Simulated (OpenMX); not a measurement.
**A series of single points on AlRu**

System: AlRu (Pm-3m, 2 atoms in the cell).
Method: Kohn-Sham DFT of a periodic cell, PBE, OpenMX 2013 PBE set, no spin polarisation (OpenMX 3.8.5).

The 7 runs differ only in the geometry, by an even scaling of the cell at fixed fractional positions. The structure derives from an entry of the Crystallography Open Database.

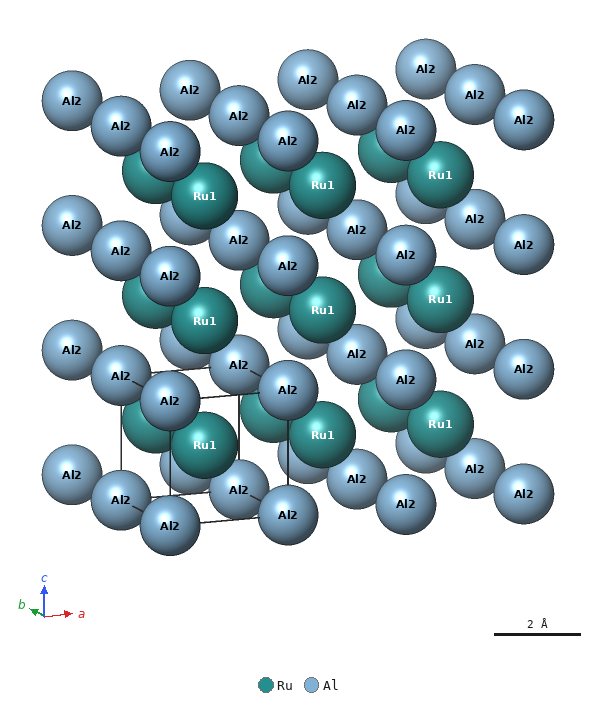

Figure 1. The structure of run 4 (spheres-only view of the cell of the calculation, repeated 3 × 2 × 3, seen slightly off an axis; atoms are numbered from 1 in the order of the input). An atom can appear more than once, as a periodic image.

## Input of run 4
```
System.CurrrentDirectory             ./
System.Name                          AlRu
DATA.PATH                            ./DFT_DATA13
level.of.stdout                      1
level.of.fileout                     0
Species.Number                       2
<Definition.of.Atomic.Species
  Ru  Ru7.0-s3p2d2           Ru_PBE13
  Al  Al7.0-s2p2d1           Al_PBE13
Definition.of.Atomic.Species>

Atoms.Number                         2
Atoms.SpeciesAndCoordinates.Unit     FRAC
<Atoms.SpeciesAndCoordinates
    1  Ru    0.5000000000    0.5000000000    0.5000000000   7.000  7.000
    2  Al    0.0000000000    0.0000000000    0.0000000000   1.500  1.500
Atoms.SpeciesAndCoordinates>

Atoms.UnitVectors.Unit               Ang
<Atoms.UnitVectors
     2.9916000000    0.0000000000    0.0000000000
     0.0000000000    2.9916000000    0.0000000000
     0.0000000000    0.0000000000    2.9916000000
Atoms.UnitVectors>

scf.XcType                           GGA-PBE
scf.SpinPolarization                 off
scf.ElectronicTemperature            580.226
scf.energycutoff                     400.0
scf.maxIter                          100
scf.EigenvalueSolver                 band
scf.Kgrid                            9 9 9
scf.Mixing.Type                      rmm-diisk
scf.Init.Mixing.Weight               0.05
scf.Min.Mixing.Weight                0.001
scf.Max.Mixing.Weight                0.3
scf.Mixing.History                   25
scf.Mixing.StartPulay                8
scf.criterion                        1.0e-8
scf.stress.tensor                    on
MD.Type                              nomd
```

Command:
```bash
openmx AlRu.dat -nt 1 > AlRu.std
```

Lattice vectors (Å) and fractional positions of run 4:
```
   2.991600    0.000000    0.000000
   0.000000    2.991600    0.000000
   0.000000    0.000000    2.991600
Ru  0.500000  0.500000  0.500000
Al  0.000000  0.000000  0.000000
```

Run 3 has the same physical settings and fractional positions; its lattice vectors (Å) are:
```
   2.971522    0.000000    0.000000
   0.000000    2.971522    0.000000
   0.000000    0.000000    2.971522
```

## Results, with one run withheld

```csv
run,volume per atom (Å³),"free energy per atom, from the lowest run given (meV)"
1,12.584,59.73
2,12.851,32.26
3,13.119,?
4,13.387,3.16
5,13.655,0.00
6,13.922,3.35
7,14.190,12.43
```

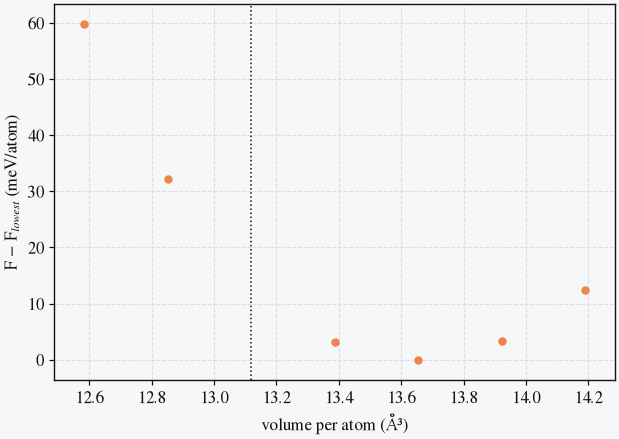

Figure 2. Free energy per atom of the runs given; the dotted line marks run 3.

Estimate the energy of run 3 from the others.

A cubic polynomial in V^(−2/3) (the Birch–Murnaghan form), fitted to the 6 runs given, misses them by at most 0.04 meV per atom. With x = V^(−2/3) − 0.17715 Å⁻², it reads F = 2.6072 + 2551.8 x + 6.273e+05 x² + 1.0136e+06 x³ (meV per atom). At run 3 it gives 13.66 meV per atom, and the run itself gives 13.72. The fit has its minimum at 13.647 Å³ per atom, where V d²F/dV² gives 199 GPa: the bulk modulus at this level, since symmetry fixes the shape and the positions.

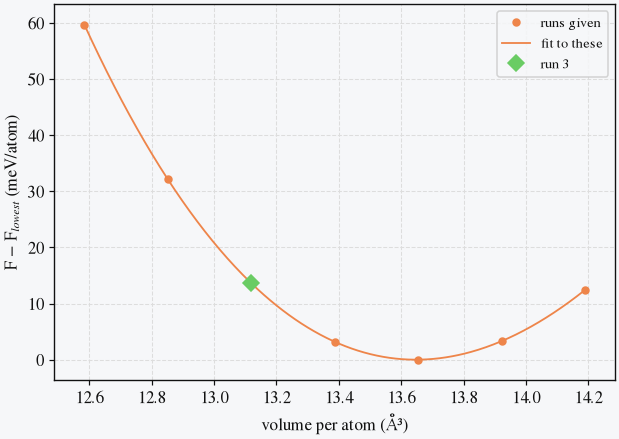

Figure 3. The fit and the withheld run.

## Some lines of the output (run 3)
```
[...]
  Cell_Volume =    177.065176504426 (Bohr^3)
        Total energy (Hartree) at MD = 1
   kloop=0
   kloop=1
   kloop=364
```

Notes: With a small basis of atomic orbitals these values can differ much from converged plane-wave results.
